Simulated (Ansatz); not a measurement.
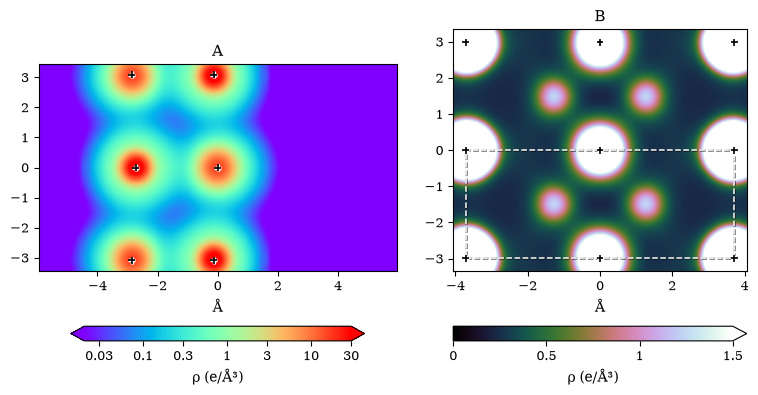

The valence pseudo-density of 2 systems, each on a plane through atoms (crosses mark nuclei in the plane).

These are results of Kohn-Sham DFT of a periodic cell, r2SCAN, Ansatz PAW (Ansatz 0.2.0), not measurements.

System 1: SnSe, the (110) plane of the conventional cell. Space group P4/nmm; a structure from a database of computed crystals, not necessarily the ambient phase; not relaxed (largest force 0.4 eV/Å).

```yaml
crystal:
  lattice:
    - [4.36937, 0.00000, 0.00000]
    - [0.00000, 4.36937, 0.00000]
    - [0.00000, 0.00000, 11.20625]
  atoms:
    - { symbol: Sn, position: [0.00000, 0.50000, 0.62777] }
    - { symbol: Sn, position: [0.50000, 0.00000, 0.37223] }
    - { symbol: Se, position: [0.00000, 0.50000, 0.38396] }
    - { symbol: Se, position: [0.50000, 0.00000, 0.61604] }
```

System 2: Ta₃N, the (11̄0) plane of the conventional cell. Space group P-3m1; a structure from a database of computed crystals, not necessarily the ambient phase; computed pressure about 7 GPa in this cell.

```cif
data_structure
_symmetry_space_group_name_H-M 'P 1'
_symmetry_Int_Tables_number 1
_cell_length_a 2.9912
_cell_length_b 2.9912
_cell_length_c 7.4224
_cell_angle_alpha 90.000
_cell_angle_beta 90.000
_cell_angle_gamma 120.000
_cell_volume 57.51
loop_
_atom_site_label
_atom_site_type_symbol
_atom_site_fract_x
_atom_site_fract_y
_atom_site_fract_z
_atom_site_occupancy
Ta1 Ta 0.66667 0.33333 0.82607 1
Ta2 Ta 0.33333 0.66667 0.17393 1
Ta3 Ta 0.00000 0.00000 0.50000 1
N1 N 0.00000 0.00000 0.00000 1
```

Match each panel to its system.

Answer. Panel A is system 1, SnSe: the plane holds Sn and Se. Sn–Se (2.73 Å): ρ at the midpoint is about 0.38 e/Å³. Panel B is system 2, Ta₃N: the plane holds Ta and N. Ta–Ta (2.99 Å): the density is about 0.27 e/Å³ at the midpoint.
